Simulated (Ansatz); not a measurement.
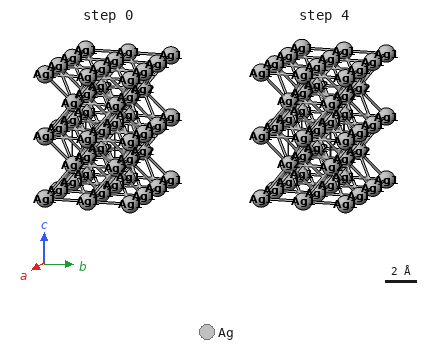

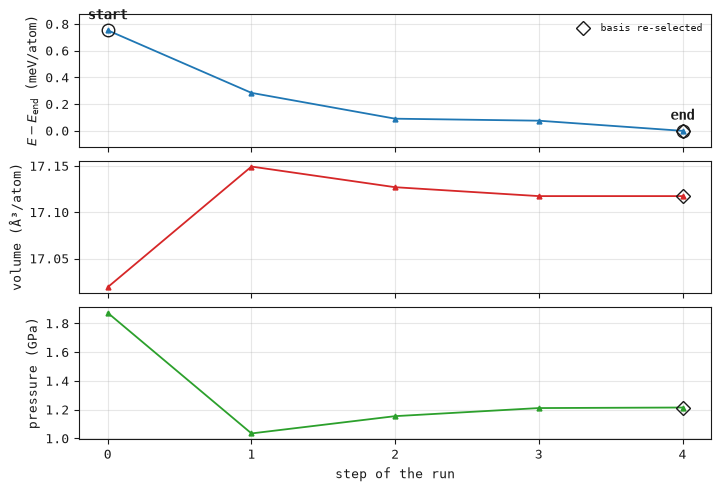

First and last geometry of a relaxation of a crystal of Ag (set up in Immm), with the history of the run. A ball-and-stick model of the cell of the calculation, repeated 3 × 2 × 2 with one cell outlined, seen slightly off an axis.

Case: uniaxial strain along a of -3.0 %; b, c and atoms relaxed.

Method: DFT r2SCAN, scalar-relativistic, plane waves, PAW in Ansatz 0.2.0.

Input file:
```yaml
crystal:
  lattice:
    - [1.9906128352, 1.9906128352, 0.0]
    - [-2.067569517, 2.067569517, 0.0]
    - [0.0, 0.0, 4.1351390339]
  atoms:
    - { symbol: Ag, position: [0.0, 0.0, 0.0] }
    - { symbol: Ag, position: [0.5, 0.5, 0.5] }
basis:
  ecutwfc: 500
kpoints:
  mp_grid: { grid: [18, 18, 12] }
hamiltonian:
  xc: r2scan
scf:
  occupations: { method: gaussian, width: 0.1 }
output:
  forces: true
  stress: true
  eigenvalues: true
relax:
  adjacent_minimum: "off"
  f_tol: 0.008
  max_steps: 40
  cell: { stress_tol: 0.015, fix: [a, angles] }
```

Run as
```bash
ansatz run input.yaml --threads 1 --pin off --max-ram 2560MiB --backend cpu --events-out ev --progress --plain --runs-dir out
```

Question: Read the history and describe the run.

Answer: It converged. No atom moves by more than 0.005 Å relative to the cell. The drawn cell changes as follows: a unchanged at 2.815 Å, b 2.924 → 2.900 Å (−0.8 %), c 4.135 → 4.193 Å (+1.4 %); the volume changes by +0.6 %. Among the contacts that change: Ag1–Ag1 2.924 → 2.900 Å, Ag1–Ag2 2.897 → 2.912 Å. The space group stays Immm (No. 71). Over 3 accepted moves (4 points after the start) the energy falls by 0.8 meV per atom. All forces vanish by symmetry, so only the cell relaxes. Pressure: 1.87 GPa at the start and 1.22 GPa at the end. At 1 point the geometry stayed and the basis and grid were re-selected for the new cell (energy shift of 0.1 meV per atom at most each time). The run took 8.8 min on 1 thread of Intel(R) Xeon(R) Processor @ 2.50GHz (Skylake/Cascade Lake) (shared host), peak memory 0.88 GiB.

| step | E − E(0), meV/atom | pressure, GPa | volume, Å³/atom | note |
| --- | --- | --- | --- | --- |
| 0 | 0.00 | 1.87 | 17.019 |  |
| 1 | -0.47 | 1.03 | 17.149 |  |
| 2 | -0.66 | 1.16 | 17.127 |  |
| 3 | -0.68 | 1.21 | 17.117 |  |
| 4 | -0.75 | 1.22 | 17.117 | same geometry, new basis |
